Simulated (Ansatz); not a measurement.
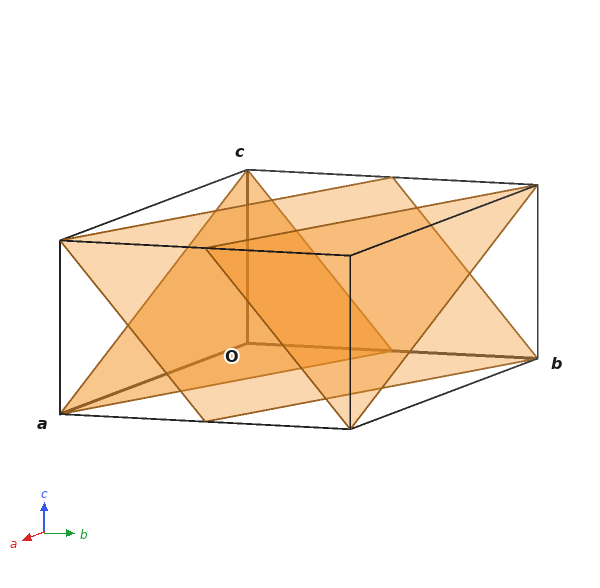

Crystal: Ti, the end point of a relaxation at fixed volume with DFT PBE, scalar-relativistic, plane waves, PAW in Ansatz 0.2.0. Every member of one family of equally spaced planes, hx + ky + lz = a whole number, that cuts the unit cell is shaded (one member passes through the origin O, touching the cell only at an edge or corner). The drawing is computed from the coordinates (standard cell, symmetry found to 0.002 Å).

a = 4.432 Å, b = 4.432 Å, c = 2.751 Å, α = 90.00°, β = 90.00°, γ = 120.00°.

Which (hkl) family is drawn?

(1 2 1), in four indices (1 2 −3 1); the opposite sign names the same planes. The member next to the origin meets the axes a at 1, b at 1/2, c at 1.

What is the spacing?

d = 1.283 Å.
